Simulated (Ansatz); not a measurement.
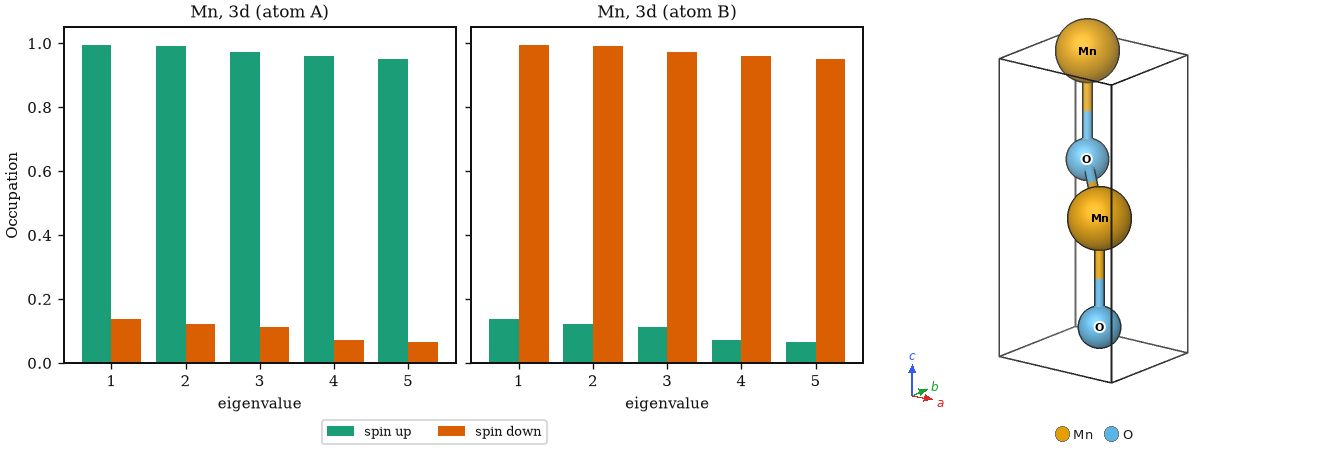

Eigenvalues of the local occupation matrix of the d shell, one panel for each unlike atom (Löwdin-orthogonalised atomic projectors). The structure is drawn too.

Structure: MnO, space group P6_3mc (No. 186), 8 atoms in the cell, MnO type.

Ansatz; DFT PBE+U+J, scalar-relativistic, plane waves, PAW, U = 2 eV, J = 0.7 eV on Mn d, spin-polarised, 6×6×6 k mesh, 420 eV cutoff.

What configuration do these occupations show?

Answer. Counting eigenvalues over 0.6 as filled, Mn (atom A) has 5 filled d states (d⁵), 5 up and 0 down, high spin; the eigenvalues sum to 5.4; Mn (atom B) has 5 filled d states (d⁵), 0 up and 5 down, high spin; the eigenvalues sum to 5.4. The small eigenvalues come from mixing with neighbours' orbitals.

Start of the run: from atoms, symmetry kept, no search. Such runs often end in metastable states, so this need not be the lowest one. The atoms aren't at rest in this cell (largest force 0.8 eV/Å), so the relaxed material can differ.
